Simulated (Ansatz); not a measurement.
Consider SrH₂O₂.

```
CELL_PARAMETERS angstrom
9.78323 0.00000 0.00000
0.00000 3.88061 0.00000
0.00000 0.00000 5.92292
ATOMIC_POSITIONS crystal
Sr 0.34170 0.75000 0.60457
Sr 0.65830 0.25000 0.39543
Sr 0.15830 0.25000 0.10457
Sr 0.84170 0.75000 0.89543
H 0.02457 0.75000 0.37230
H 0.97543 0.25000 0.62770
H 0.47543 0.25000 0.87230
H 0.52457 0.75000 0.12770
H 0.40510 0.25000 0.18056
H 0.59490 0.75000 0.81944
H 0.09490 0.75000 0.68056
H 0.90510 0.25000 0.31944
O 0.62429 0.75000 0.12122
O 0.37571 0.25000 0.87878
O 0.87571 0.25000 0.62122
O 0.12429 0.75000 0.37878
O 0.39389 0.25000 0.34719
O 0.60611 0.75000 0.65281
O 0.10611 0.75000 0.84719
O 0.89389 0.25000 0.15281
```

Space group Pnma; a structure from a database of computed crystals, not necessarily the ambient phase.

These are results of DFT PBEsol, scalar-relativistic, plane waves, PAW in Ansatz 0.2.0, not measurements.

**Predict the valence pseudo-density and electron localisation function between the atoms.**

O–H (0.98 Å): the density is about 3.6 e/Å³ at the midpoint; the ELF climbs to about 0.95 towards the hydrogen, as it does in any bond to H (a covalent bond by its length).
Sr–O (2.60 Å): ρ at the midpoint is about 0.22 e/Å³; the ELF peaks at about 0.85 in the valence shell of O, 0.7 Å from its nucleus, and drops to about 0.10 between the two atoms (a largely ionic contact).

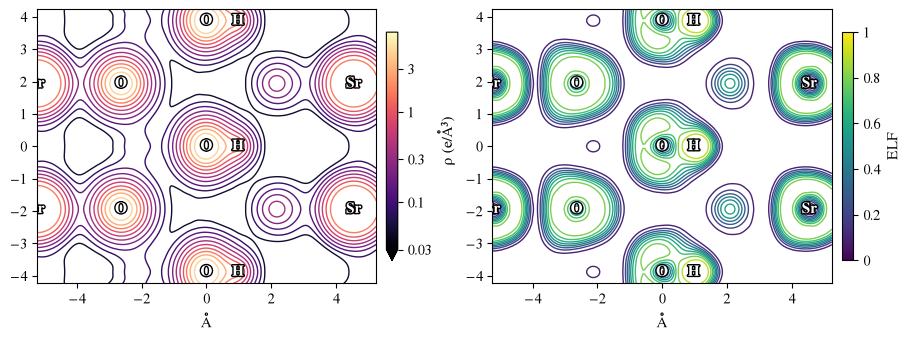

Computed valence pseudo-density and electron localisation function on the (001) plane of the conventional cell, in this order. Atoms just off the plane (H, 0.4 Å away) can leave unmarked features too.

The density is the valence pseudo-density of a PAW calculation; it isn't the true density close to the nuclei.
